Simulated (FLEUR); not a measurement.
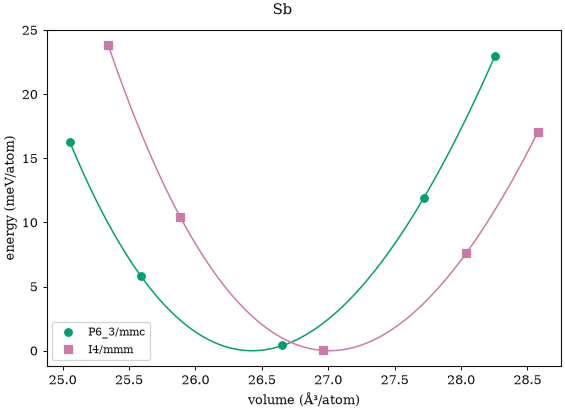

Plotted: energy against volume, with one curve for each structure, for Sb. Each energy curve has its own zero, so the curves don't rank the structures.

How it was computed, with FLEUR MaX-R8.1 (later development tree): all-electron LAPW DFT, no spin polarisation; energies at scaled volumes of the given cell, shape and fractions fixed, counted from the fit's minimum, third-order Birch-Murnaghan fit. Level: SCAN.

occupations Fermi–Dirac; smearing width 0.05 eV; potentials all electron.

Settings that differ: P6_3/mmc: k mesh 9×9×5; I4/mmm: k mesh 12×12×12.

Order the curves by fitted equilibrium volume, smallest first.

Answer. P6_3/mmc 26.427, I4/mmm 27.008 Å³/atom.

Note: shape and atomic fractions are frozen while scaling, which makes layered, chain and framework solids too stiff.

The computed values:

P6_3/mmc:
```csv
volume (Å³/atom),energy (meV/atom)
25.05,16.26
25.59,5.82
26.65,0.42
27.72,11.90
28.25,22.94
```

I4/mmm:
```csv
volume (Å³/atom),energy (meV/atom)
25.34,23.81
25.88,10.46
26.96,0.02
28.04,7.62
28.58,17.07
```
